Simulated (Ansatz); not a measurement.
**Ge: geometry relaxation (part 1 of 2)**

- system: Ge (Fd-3m, 2 atoms in the cell)
- method: DFT, RPBE, plane waves, PAW, no spin polarisation (Ansatz 0.2.0)

The structure derives from an entry of the Crystallography Open Database. Figures and captions count atoms from 1; the log counts them from 0 in places.

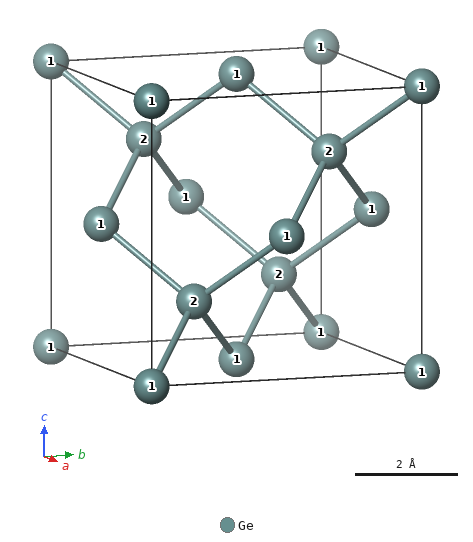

The starting structure (ball-and-stick view of the cell 4 times as large as that of the calculation, set on its symmetry axes, seen slightly off an axis; atoms are numbered from 1 in the order of the input). An atom can appear more than once, as a periodic image.

The input
```yaml
crystal:
  lattice:
    - [0.0, -2.82877, -2.82877]
    - [2.82877, 0.0, -2.82877]
    - [2.82877, -2.82877, 0.0]
  atoms:
    - { symbol: Ge, position: [0.0, 0.0, 0.0] }
    - { symbol: Ge, position: [0.75, 0.75, 0.75] }
basis:
  ecutrho_ratio: 4
  xc_grid: 3
kpoints:
  mp_grid: { grid: [12, 12, 12] }
hamiltonian:
  xc: rpbe
scf:
  occupations: { method: gaussian, width: 0.02 }
output:
  forces: true
  eigenvalues: true
  stress: true
relax:
  adjacent_minimum: "off"
  f_tol: 0.005
  max_steps: 80
  cell: { stress_tol: 0.05 }
```

Machine: 2 threads of Arm Neoverse V1, 24 GiB of memory available, shared host.

Run as:
```bash
ansatz run input.yaml --threads 2 --pin off --max-ram 5120MiB --backend cpu --events-out ev --progress --plain --runs-dir out
```

Output
```
Engine: ansatz 0.2.0, aarch64-unknown-linux-gnu
Pseudopotentials: kind: paw
Pseudopotential: Ge, paw, valence charge 14, recommended cutoff 420 eV (normal), Ge.paw.azcp
Functional definition: RPBE
  parameter kappa = 0.804
  parameter beta = 0.06672455060314922
  exchange = rpbe_x(kappa = kappa, mu = beta*pi^2/3)
  correlation = pbe_c(beta = beta)
Crystal: 2 atoms, lattice volume = 45.271 Å³
Basis set: ecut = 420 eV, 893 PW (Γ), exchange–correlation on 81×81×81 points (27 copies of the dense FFT grid, shifted against one another)
Bands: 18, of which v1, the nominal top of the filled ones, is band 14 counted from 1 (13 counted from 0)
Symmetry: 48 space group operations
Space group: Fd-3m (ITA 227), of the structure as read, at distance tolerance 3.6e-5 Å
k-points: 72 of 1728
Non-local potential: Ge, projectors of the file, l = 0: 2, l = 1: 2, l = 2: 3, l = 3: 1
PAW form: soft (Blöchl's): semilocal exchange-correlation on the pseudo side does not see the compensation charge
PAW frozen core: Ge, regenerated for the run's functional, and the local potential with it (the file was generated under x = pbe(κ = 0.804, μ = 0.2195149727645171), c = pbe(β = 0.06672455060314922))
PAW one-centre angular grid: Ge, 590 points (default); XC on 64 Gauss nodes
Initial density: superposition of atomic densities (neutral atoms: chi_scale 0, normalization atom), corrected by the library's trained network
Initial wavefunctions: pseudopotential atomic-orbital guess
Functional: x = rpbe, c = pbe(β = 0.06672455060314922)
SCF iter   1: F=—  HF=-8601.367524 eV  |F-HF|=—  |Δ(HF+E_count)|=         —  Δρ=2.28e-3  dr2=9.26e-4  ethr=1.77e-3  ⟨swp⟩=6.0  Hψ=6046  notcnv=0
preconditioner: auto → none  [insulator: Δε(μ)=0.136 eV  Ē_g=23.510 eV  σ=0.020 eV  W_gap=1.00  n_scr=14 (ndim 8)  ℏωp=29.2 eV  f_vac=0.080  D(μ)=0.00/eV (n_scr^D=0)  ε∞_Penn≈2.5]
SCF iter   2: F=—  HF=-8601.366615 eV  |F-HF|=—  |Δ(HF+E_count)|=   9.09e-4  Δρ=7.15e-4  dr2=2.51e-4  ethr=3.31e-6  ⟨swp⟩=2.0  Hψ=3168  notcnv=0
SCF iter   3: F=—  HF=-8601.366513 eV  |F-HF|=—  |Δ(HF+E_count)|=   1.02e-4  Δρ=2.75e-4  dr2=2.74e-5  ethr=8.97e-7  ⟨swp⟩=2.0  Hψ=2304  notcnv=0
SCF iter   4: F=—  HF=-8601.366536 eV  |F-HF|=—  |Δ(HF+E_count)|=   2.24e-5  Δρ=6.73e-5  dr2=5.11e-7  ethr=9.77e-8  ⟨swp⟩=3.0  Hψ=2304  notcnv=0
iter 5 did not close the SCF: its close was put off for the readings that it lacked (scf_convergence_deferred on its scf_iter line)
SCF iter   5: F=-8601.366538 eV  HF=-8601.366538 eV  |F-HF|=1.44e-7  |Δ(HF+E_count)|=   2.27e-6  Δρ=7.38e-6  dr2=1.05e-8  ethr=1.82e-9  ⟨swp⟩=2.0  Hψ=2304  notcnv=0
SCF iter   6: F=-8601.366538 eV  HF=-8601.366538 eV  |F-HF|=1.73e-9  |Δ(HF+E_count)|=   1.76e-7  Δρ=9.89e-7  dr2=2.81e-10  ethr=3.75e-11  ⟨swp⟩=1.6  Hψ=4201  notcnv=0
SCF 1 converged in 6 iterations: F = -8601.366538 eV  dr2 = 2.81e-10
  greatest PAW one-centre occupation: 0.998 electrons in one spin orbital (limit 2), on the Ge atom at site 1 (counted from 0), in its partial waves of l = 2
relax step   1: F+E_penalty+E_count = -8601.36653816 eV  Δ(F+E_penalty+E_count) = +0.000e0 eV  max|allowed force component| = 2.313e-18 eV/Å  Δτ_max = 0.0000 Å  P = +5.464 GPa  Ω = 45.271 Å³  (6 SCF iters, dr2 threshold 1.00e-7 eV, accepted)
Crystal: 2 atoms, lattice volume = 48.257 Å³
Basis set: ecut = 420 eV, 941 PW (Γ), exchange–correlation on 81×81×81 points (27 copies of the dense FFT grid, shifted against one another)
Initial density: handed on by an earlier stage of this run
Initial wavefunctions: those handed on with the density
iter 1 solved again at ethr=1.21e-5 eV; its pass at ethr=3.10e-3 eV (dr2=3.40e-3 eV) is discarded
SCF iter   1: F=—  HF=-8601.423038 eV  |F-HF|=—  |Δ(HF+E_count)|=         —  Δρ=2.55e-3  dr2=3.41e-3  ethr=1.21e-5  ⟨swp⟩=1.4  Hψ=7549  notcnv=0
preconditioner: auto → none  [insulator: Δε(μ)=0.089 eV  Ē_g=23.214 eV  σ=0.020 eV  W_gap=0.67  n_scr=14 (ndim 8)  ℏωp=28.3 eV  f_vac=0.107  D(μ)=0.09/eV (n_scr^D=0)  ε∞_Penn≈2.5]
SCF iter   2: F=—  HF=-8601.424076 eV  |F-HF|=—  |Δ(HF+E_count)|=   1.04e-3  Δρ=1.27e-3  dr2=8.02e-4  ethr=1.21e-5  ⟨swp⟩=2.0  Hψ=1684  notcnv=0
SCF iter   3: F=—  HF=-8601.424672 eV  |F-HF|=—  |Δ(HF+E_count)|=   5.97e-4  Δρ=2.09e-4  dr2=1.01e-5  ethr=2.86e-6  ⟨swp⟩=2.0  Hψ=1869  notcnv=0
SCF iter   4: F=—  HF=-8601.424673 eV  |F-HF|=—  |Δ(HF+E_count)|=   4.90e-7  Δρ=6.79e-5  dr2=1.70e-6  ethr=3.62e-8  ⟨swp⟩=2.0  Hψ=2305  notcnv=0
SCF iter   5: F=-8601.424678 eV  HF=-8601.424678 eV  |F-HF|=2.77e-7  |Δ(HF+E_count)|=   5.18e-6  Δρ=1.22e-5  dr2=7.52e-8  ethr=7.14e-10  ⟨swp⟩=3.9  Hψ=6234  notcnv=0
SCF 2 converged in 5 iterations: F = -8601.424678 eV  dr2 = 7.52e-8
relax step   2: F+E_penalty+E_count = -8601.42467837 eV  Δ(F+E_penalty+E_count) = -5.814e-2 eV  max|allowed force component| = 3.701e-17 eV/Å  Δτ_max = 0.0000 Å  P = +1.060 GPa  Ω = 48.257 Å³  energy of the carried Pulay correction = -4.686e-4 eV  (5 SCF iters, dr2 threshold 2.00e-7 eV, accepted)
Crystal: 2 atoms, lattice volume = 49.035 Å³
iter 1 solved again at ethr=7.09e-7 eV; its pass at ethr=3.10e-3 eV (dr2=1.98e-4 eV) is discarded
SCF iter   1: F=—  HF=-8601.427338 eV  |F-HF|=—  |Δ(HF+E_count)|=         —  Δρ=6.27e-4  dr2=2.08e-4  ethr=7.09e-7  ⟨swp⟩=3.0  Hψ=8386  notcnv=0
preconditioner: auto → none  [insulator: Δε(μ)=0.038 eV  Ē_g=23.155 eV  σ=0.020 eV  W_gap=0.64  n_scr=14 (ndim 8)  ℏωp=28.1 eV  f_vac=0.100  D(μ)=0.10/eV (n_scr^D=0)  ε∞_Penn≈2.5]
SCF iter   2: F=—  HF=-8601.427397 eV  |F-HF|=—  |Δ(HF+E_count)|=   5.85e-5  Δρ=3.10e-4  dr2=4.86e-5  ethr=7.09e-7  ⟨swp⟩=1.7  Hψ=1358  notcnv=0
SCF iter   3: F=—  HF=-8601.427432 eV  |F-HF|=—  |Δ(HF+E_count)|=   3.54e-5  Δρ=5.73e-5  dr2=7.30e-7  ethr=1.74e-7  ⟨swp⟩=2.0  Hψ=1586  notcnv=0
SCF iter   4: F=-8601.427432 eV  HF=-8601.427432 eV  |F-HF|=2.93e-7  |Δ(HF+E_count)|=   1.51e-7  Δρ=1.86e-5  dr2=1.23e-7  ethr=7.14e-10  ⟨swp⟩=5.5  Hψ=6001  notcnv=0
SCF 3 converged in 4 iterations: F = -8601.427432 eV  dr2 = 1.23e-7
relax step   3: F+E_penalty+E_count = -8601.42743223 eV  Δ(F+E_penalty+E_count) = -2.754e-3 eV  max|allowed force component| = 1.850e-17 eV/Å  Δτ_max = 0.0000 Å  P = +0.134 GPa  Ω = 49.035 Å³  energy of the carried Pulay correction = -5.858e-4 eV  (4 SCF iters, dr2 threshold 2.00e-7 eV, accepted)
Crystal: 2 atoms, lattice volume = 49.150 Å³
iter 1 solved again at ethr=2.43e-8 eV; its pass at ethr=3.10e-3 eV (dr2=6.80e-6 eV) is discarded
SCF iter   1: F=—  HF=-8601.427462 eV  |F-HF|=—  |Δ(HF+E_count)|=         —  Δρ=9.73e-5  dr2=4.82e-6  ethr=2.43e-8  ⟨swp⟩=2.0  Hψ=7120  notcnv=0
preconditioner: auto → none  [insulator: Δε(μ)=0.030 eV  Ē_g=23.148 eV  σ=0.020 eV  W_gap=0.58  n_scr=14 (ndim 8)  ℏωp=28.0 eV  f_vac=0.097  D(μ)=0.12/eV (n_scr^D=0)  ε∞_Penn≈2.5]
SCF iter   2: F=—  HF=-8601.427465 eV  |F-HF|=—  |Δ(HF+E_count)|=   2.53e-6  Δρ=5.06e-5  dr2=1.26e-6  ethr=1.72e-8  ⟨swp⟩=2.0  Hψ=1424  notcnv=0
SCF iter   3: F=-8601.427466 eV  HF=-8601.427466 eV  |F-HF|=2.11e-8  |Δ(HF+E_count)|=   1.45e-6  Δρ=5.17e-6  dr2=7.47e-9  ethr=1.61e-10  ⟨swp⟩=3.4  Hψ=5563  notcnv=0
SCF 4 converged in 3 iterations: F = -8601.427466 eV  dr2 = 7.47e-9
relax step   4: F+E_penalty+E_count = -8601.42746618 eV  Δ(F+E_penalty+E_count) = -3.394e-5 eV  max|allowed force component| = 3.701e-17 eV/Å  Δτ_max = 0.0000 Å  P = +0.006 GPa  Ω = 49.150 Å³  energy of the carried Pulay correction = -6.030e-4 eV  (3 SCF iters, dr2 threshold 4.51e-8 eV, accepted)
Basis set: ecut = 420 eV, 941 PW (Γ), exchange–correlation on 90×90×90 points (27 copies of the dense FFT grid, shifted against one another)
Initial wavefunctions: pseudopotential atomic-orbital guess (no wavefunctions were taken with the density)
iter 1 solved again at ethr=8.62e-7 eV; its pass at ethr=3.10e-3 eV (dr2=2.41e-4 eV) is discarded
SCF iter   1: F=—  HF=-8601.361837 eV  |F-HF|=—  |Δ(HF+E_count)|=         —  Δρ=2.15e-3  dr2=2.24e-4  ethr=8.62e-7  ⟨swp⟩=2.7  Hψ=8955  notcnv=0
preconditioner: auto → none  [insulator: Δε(μ)=0.050 eV  Ē_g=23.169 eV  σ=0.020 eV  W_gap=0.66  n_scr=14 (ndim 8)  ℏωp=28.0 eV  f_vac=0.099  D(μ)=0.09/eV (n_scr^D=0)  ε∞_Penn≈2.5]
SCF iter   2: F=—  HF=-8601.408456 eV  |F-HF|=—  |Δ(HF+E_count)|=   4.66e-2  Δρ=1.07e-3  dr2=2.38e-5  ethr=7.99e-7  ⟨swp⟩=2.1  Hψ=1874  notcnv=0
SCF iter   3: F=—  HF=-8601.421293 eV  |F-HF|=—  |Δ(HF+E_count)|=   1.28e-2  Δρ=6.32e-4  dr2=2.14e-5  ethr=8.49e-8  ⟨swp⟩=2.3  Hψ=2544  notcnv=0
SCF iter   4: F=—  HF=-8601.427807 eV  |F-HF|=—  |Δ(HF+E_count)|=   6.51e-3  Δρ=1.66e-4  dr2=5.89e-6  ethr=7.63e-8  ⟨swp⟩=2.1  Hψ=1841  notcnv=0
SCF iter   5: F=—  HF=-8601.428207 eV  |F-HF|=—  |Δ(HF+E_count)|=   3.99e-4  Δρ=1.53e-5  dr2=3.22e-8  ethr=2.10e-8  ⟨swp⟩=2.0  Hψ=2306  notcnv=0
SCF iter   6: F=—  HF=-8601.428209 eV  |F-HF|=—  |Δ(HF+E_count)|=   2.33e-6  Δρ=1.71e-6  dr2=1.91e-9  ethr=1.15e-10  ⟨swp⟩=2.0  Hψ=1586  notcnv=0
SCF iter   7: F=—  HF=-8601.428236 eV  |F-HF|=—  |Δ(HF+E_count)|=   2.74e-5  Δρ=1.10e-6  dr2=1.36e-9  ethr=6.82e-12  ⟨swp⟩=2.9  Hψ=1674  notcnv=0
SCF iter   8: F=—  HF=-8601.428236 eV  |F-HF|=—  |Δ(HF+E_count)|=   3.15e-9  Δρ=2.05e-7  dr2=4.90e-11  ethr=4.85e-12  ⟨swp⟩=2.0  Hψ=1586  notcnv=0
SCF iter   9: F=-8601.428236 eV  HF=-8601.428236 eV  |F-HF|=3.64e-12  |Δ(HF+E_count)|=  4.37e-11  Δρ=2.23e-8  dr2=3.09e-13  ethr=1.00e-12  ⟨swp⟩=5.8  Hψ=4983  notcnv=0
SCF 5 converged in 9 iterations: F = -8601.428236 eV  dr2 = 3.09e-13
relax step   5: F+E_penalty+E_count = -8601.42823649 eV  Δ(F+E_penalty+E_count) = -7.703e-4 eV  max|allowed force component| = 1.850e-17 eV/Å  Δτ_max = 0.0000 Å  P = +0.028 GPa  Ω = 49.150 Å³  stress off target by 2.85e-2 GPa  SCF on the basis re-selected at this cell (its energy is not comparable with the rows above)  (9 SCF iters)
```

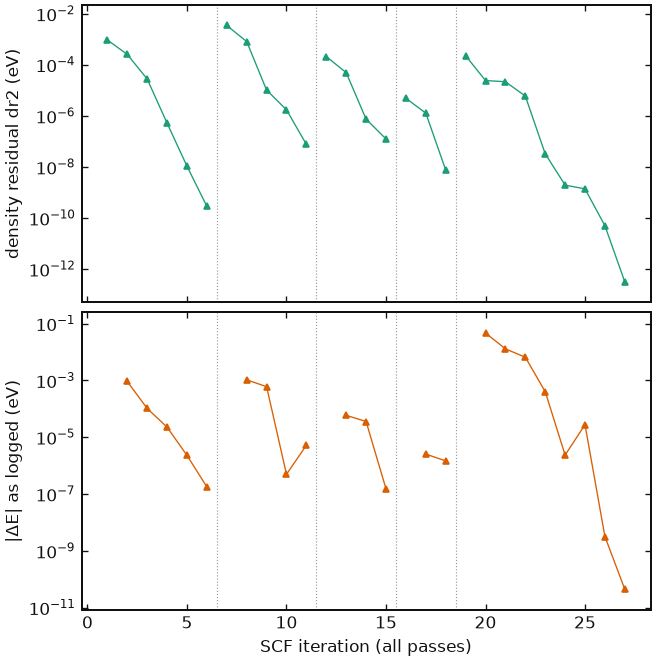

Convergence of the self-consistent field: density residual dr2 and size of the energy change against the SCF iteration. The dotted lines part the SCF passes of the relaxation: geometry steps, rejected trials and re-solves on a re-selected basis. The 5 passes take 3 to 9 iterations each, 27 in all.
